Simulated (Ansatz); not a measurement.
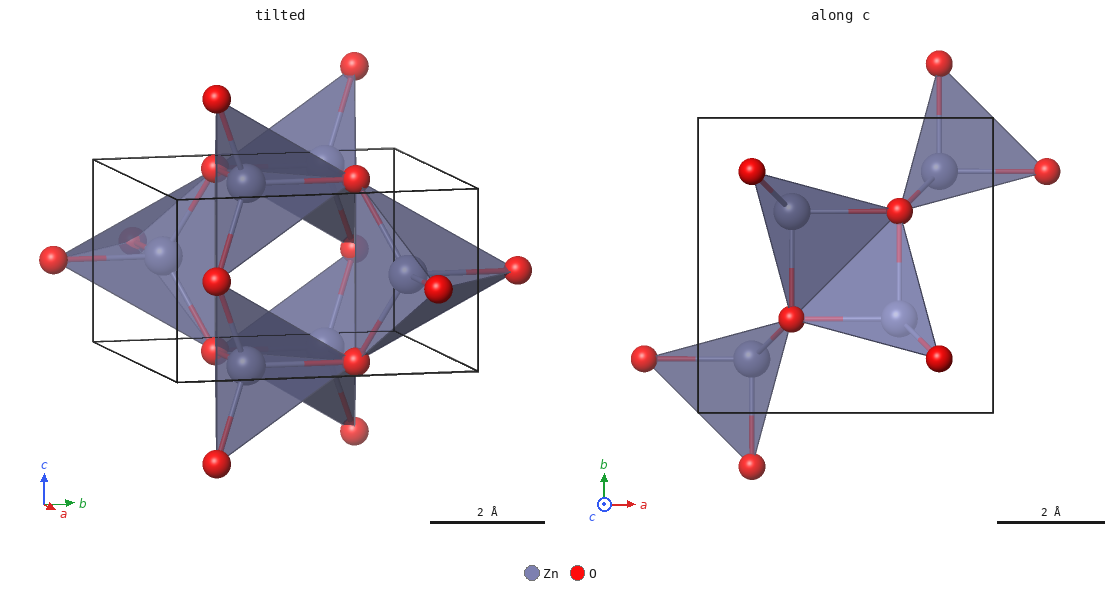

Figure: polyhedral view slightly off an axis and along the c axis. The lines enclose the conventional unit cell; boundary atoms appear with their images. Some atoms of the next cells are drawn as well.

ZnO, space group P4_2/mnm (No. 136), a = 5.513 Å, b = 5.513 Å, c = 3.249 Å, α = 90.00°, β = 90.00°, γ = 90.00°. It goes back to a structure listed in the Materials Project. Earlier steps of the study, as a rule a relaxation of our own, may have changed the cell and positions, so they can lie some per cent off the listed ones. It was the input of a calculation with Ansatz.

This one geometry was computed with Ansatz (DFT, plane waves, PAW) at four levels of theory: r2SCAN, PBE0, HSE06 and PBE. It was relaxed beforehand with r2SCAN.

Q: Which level gives the highest pressure at this volume, and what does that say about its equilibrium volume?

A: Highest: PBE (5.7 GPa), which points to the largest equilibrium volume. Lowest, with the smallest volume: r2SCAN (0.0 GPa). Levels within 0.5 GPa of each other can't be told apart.

Q: How does the band gap change with the level of theory?

A: PBE: a gap of 0.81 eV, direct; r2SCAN: a gap of 1.21 eV, direct; HSE06: a gap of 2.54 eV, direct; PBE0: a gap of 3.23 eV, direct.

Q: Collect the results in a table.

A:
| level | cutoff (eV) | k-mesh of the run's cell | gap (eV) | pressure (GPa) |
| --- | --- | --- | --- | --- |
| r2SCAN | 500 | 6×6×8 | 1.21 | 0.0 |
| PBE0 | 420 | 4×4×4 | 3.23 | 1.4 |
| HSE06 | 420 | 4×4×4 | 2.54 | 1.6 |
| PBE | 420 | 6×6×8 | 0.81 | 5.7 |

Gaps are taken on the k-mesh or band path of each run.
